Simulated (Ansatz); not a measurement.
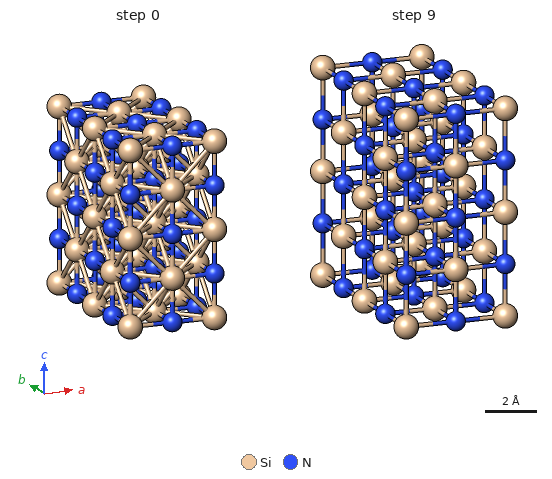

The structure of a crystal of SiN (a generated structure, set up in Fm-3m) (coarse preliminary run) before (left) and after (right) a relaxation, at one scale.

The picture is a ball-and-stick view of the conventional cell (4 times the calculation's cell), repeated 1 × 2 × 2 with one cell outlined, seen slightly off an axis. Lengths and directions refer to the drawn axes.

The calculation used DFT PBE, scalar-relativistic, plane waves, PAW in Ansatz. (plane-wave cutoff 420 eV; k-point mesh 10 × 10 × 10; occupations gaussian; smearing width 0.1 eV; no spin polarisation; cell and atoms relaxed; force threshold 0.05 eV/Å; at most 80 steps)

Question: What changed between the two?

Answer: The atoms keep their places relative to the cell (all moves are under 0.005 Å). The drawn cell changes as follows: a = b = c 3.618 → 4.257 Å (+17.7 %); the volume changes by +62.9 %. Near-neighbour distances that change, for instance: Si–Si 2.558 → 3.010 Å, N–Si 1.809 → 2.128 Å. The space group stays Fm-3m (No. 225). The energy falls by 1673 meV per atom in 7 accepted moves (9 points after the start). All forces vanish by symmetry, so only the cell relaxes. The pressure goes from 202.75 to 0.05 GPa. At 2 points the geometry stayed and the basis and grid were re-selected for the new cell (energy shift of 102 meV per atom at most each time). The run took 3.9 s on 2 threads of Arm Neoverse V2, with other jobs on the host, peak memory 0.27 GiB.
